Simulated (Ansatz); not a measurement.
A structure file:

```yaml
crystal:
  lattice:
    - [3.82175, 0.00000, 0.00000]
    - [0.00000, 3.82175, 0.00000]
    - [0.00000, 0.00000, 2.28128]
  atoms:
    - { symbol: Be, position: [0.29741, 0.29741, 0.00000] }
    - { symbol: Be, position: [0.70259, 0.70259, 0.00000] }
    - { symbol: Be, position: [0.20259, 0.79741, 0.50000] }
    - { symbol: Be, position: [0.79741, 0.20259, 0.50000] }
```

Say what kind of structure these coordinates give.

The element is beryllium. It takes space group P4_2/mnm (No. 136) on a primitive tetragonal lattice. The cell holds four atoms. Each Be atom has eleven Be at 2.19 to 2.28 Å around it. The bonds build a three-dimensional framework.

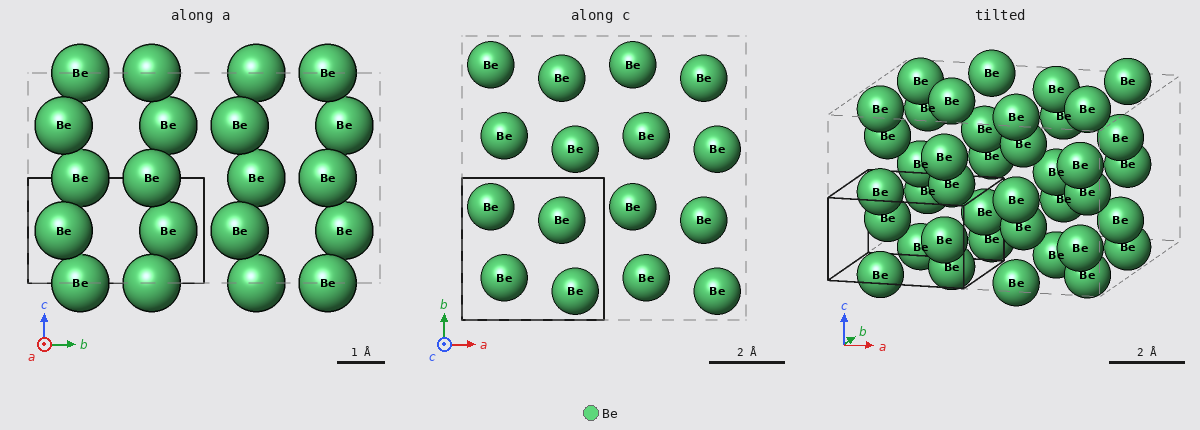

Crystal structure, spheres-only style, seen along the a axis, along the c axis and slightly off an axis. Solid lines give the conventional unit cell, repeated here 2×2×2 times.

The model was built from a structure listed in the Materials Project. The cell was then strained or its atoms displaced on purpose. A calculation with Ansatz used it as input.

At this level of theory the cell isn't at rest (stretched, at -5 GPa), so its distances can differ from those at equilibrium, the more so the softer the solid.
